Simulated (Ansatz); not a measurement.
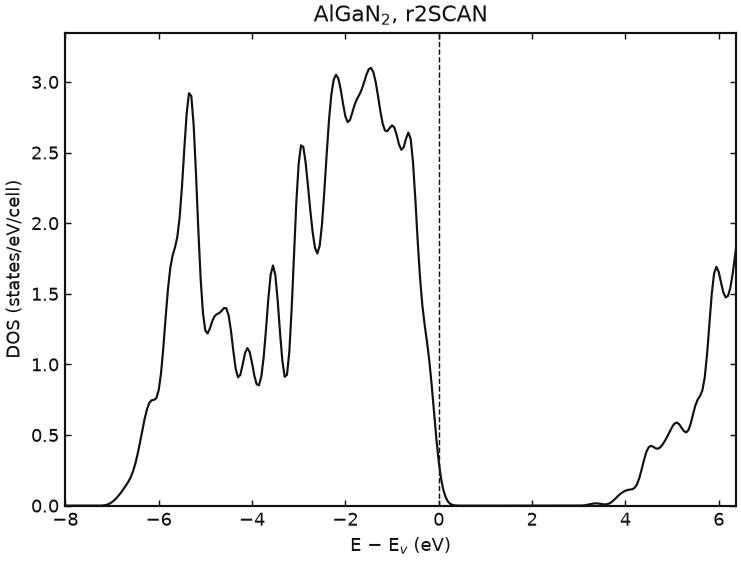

Density of states. Energies are counted from the top of the valence band. The curve is built from the levels of the k mesh with Gaussians 0.3 eV wide, which also blur the band edges.

This input was run:

```
crystal:
  lattice:
    - [3.1384692125, 0.0, 0.0]
    - [0.0, 3.1384692125, 0.0]
    - [0.0, 0.0, 4.4227207183]
  atoms:
    - { symbol: Al, position: [0.0, 0.0, 0.0] }
    - { symbol: "N", position: [0.0, 0.5, 0.2390927583] }
    - { symbol: Ga, position: [0.5, 0.5, 0.5] }
    - { symbol: "N", position: [0.5, 0.0, 0.7609072417] }
kpoints:
  mp_grid: { grid: [8, 8, 6] }
  band_path:
    path:
      - [0.0, 0.0, 0.0]
      - [0.0, 0.5, 0.0]
      - [0.5, 0.5, 0.0]
      - [0.0, 0.0, 0.5]
      - [0.0, 0.5, 0.5]
      - [0.5, 0.5, 0.5]
    npoints: 1
hamiltonian:
  xc: r2scan
scf:
  occupations: { method: fixed }
  n_extra_bands: 5
output:
  forces: true
  stress: true
  eigenvalues: true
```

Run as:
```bash
ansatz run input.yaml --threads 2 --pin off --max-ram 2211MiB --backend cpu --events-out ev --progress --plain --runs-dir out
```

**Is there a gap at the Fermi level, and how wide?**

There is a gap; over the k points computed it is 3.37 eV (direct among those points).

**How wide is the upper valence band?**

The upper group of valence states starts about 6.9 eV under the valence-band top, with a gap beneath it; it holds about 12 electrons a cell.
